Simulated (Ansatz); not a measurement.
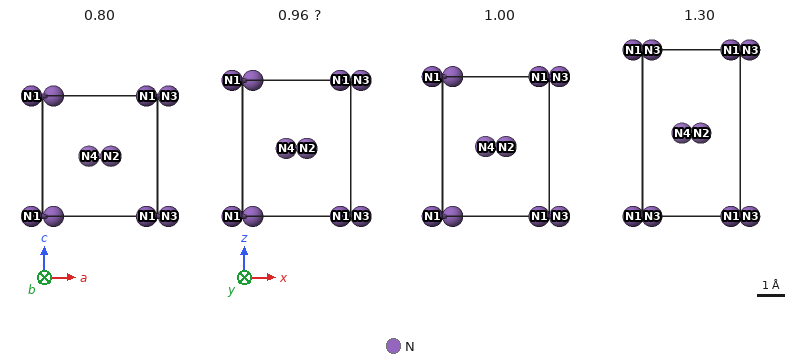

Energy scan for a crystal of N (P4_2/mnm), in which the ratio of the cell's length along z to its lengths across, counted as 1 for the reference, is changed at fixed volume (a c/a path), with the atoms kept at their fractional coordinates. x, y and z are the Cartesian axes of the input. The picture is a ball-and-stick view of the cell of the calculation, repeated 1 × 2 × 1 with one cell outlined, seen along the b axis.

Method: DFT LDA, scalar-relativistic, plane waves, PAW (Ansatz 0.2.0). (plane-wave cutoff 420 eV; k-point mesh 6 × 6 × 6; occupations gaussian; smearing width 0.05 eV; no spin polarisation). Energies (free energies at the smearing named) are counted from the cell as listed in its source, which wasn't relaxed.

| axial ratio over its reference value | ΔE (meV/atom) |
| --- | --- |
| 0.80 | 274.6 |
| 0.85 | 163.3 |
| 0.92 | 57.0 |
| 0.96 | ? |
| 1.00 | 0.0 |
| 1.05 | −4.0 |
| 1.10 | 14.6 |
| 1.20 | 113.5 |
| 1.30 | 287.4 |

### Estimate the missing energy from the other rows, and compare with the calculation.

A straight line between the two neighbours gives 28.5 meV/atom. A cubic through the four nearest rows (0.85, 0.92, 1.00, 1.05) gives, with Lagrange weights, (−0.0686)(163.3) + (0.5440)(57.0) + (0.6600)(0.0) + (−0.1354)(−4.0) = 20.3 meV/atom. The calculation gives 20.3 meV/atom, so the cubic is right to the digits shown and the straight line 8.2 meV/atom too high, as the curve bends upwards here.

The whole profile:

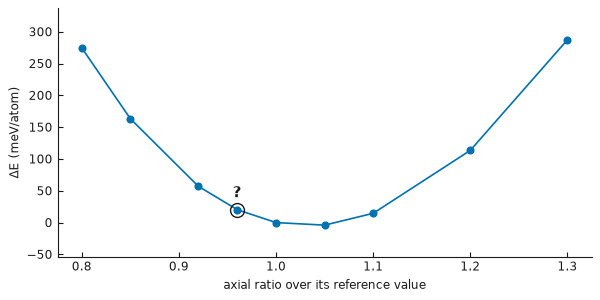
